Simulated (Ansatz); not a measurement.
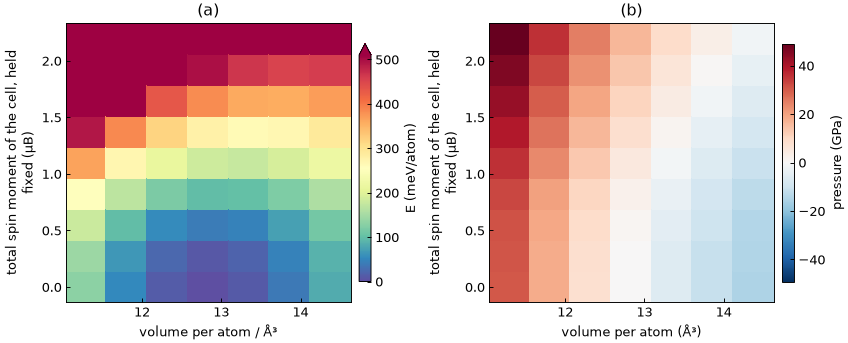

CoSi₂ (Fm-3m, No. 225; 3 atoms in the cell). The energy is mapped over volume and a fixed ferromagnetic moment. Coordinates scanned: (1) volume per atom; (2) total spin moment of the cell, held fixed. Nothing is relaxed (shape and fractional coordinates fixed). Grid: 7 × 9 points. Points are written as (first, second). Energies are in meV/atom, from the lowest grid point. The moment is held fixed and parallel; antiferromagnetic orders weren't tried. The calculation used Ansatz, DFT PBE, scalar-relativistic, plane waves, PAW. Settings: cutoff 520 eV, k-mesh 14×14×14, gaussian smearing 0.15 eV.

Panel (a) is the energy and panel (b) the computed pressure on the same grid.

Drawn: one coloured cell a grid point, one colour for all values above the top of the scale.

How does the pressure vary over the map, and what is it at the lowest grid point?

It runs from −15 GPa at (14.38 Å³, 0.000 μB) to 49 GPa at (11.29 Å³, 2.200 μB). At the lowest grid point, (12.84 Å³, 0.000 μB), it is 0 GPa. That point lies on the edge of the scan.

PAW datasets: the set soft_1.
